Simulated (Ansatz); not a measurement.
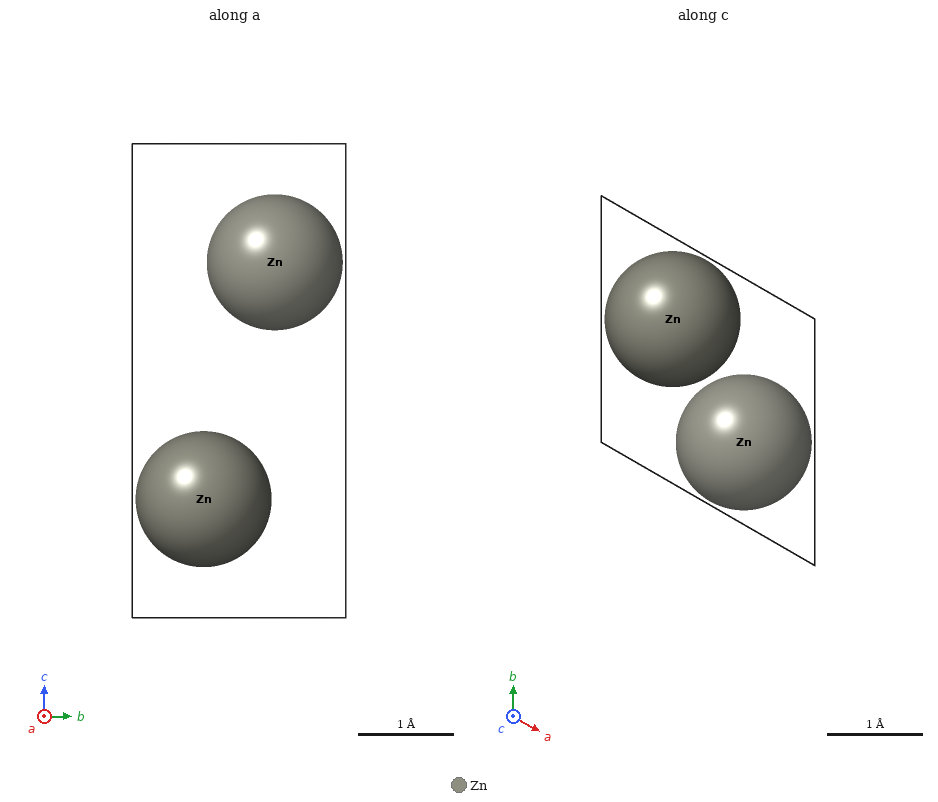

A spheres-only rendering, viewed along the a axis and along the c axis. The frame is the conventional unit cell; atoms at its boundary are shown with their periodic copies.

Zn, space group P6_3/mmc (No. 194), a = 2.59 Å, b = 2.59 Å, c = 4.99 Å, α = 90.00°, β = 90.00°, γ = 120.00°.

Results below were computed with DFT r2SCAN, scalar-relativistic, plane waves, PAW in Ansatz; the settings were a basis cut at 500 eV, 18×18×10 k-points, Gaussian smearing of 0.05 eV, no spin polarisation.

**What is the band gap, if any?**

A metal: bands cross the Fermi level.

**Which way would the volume go on relaxing?**

The computed pressure is 0.0 GPa, close to zero.

The structure was taken from the standard structure of this element. Earlier steps of the study may have refined or changed the cell and positions. A calculation with Ansatz used it as input.
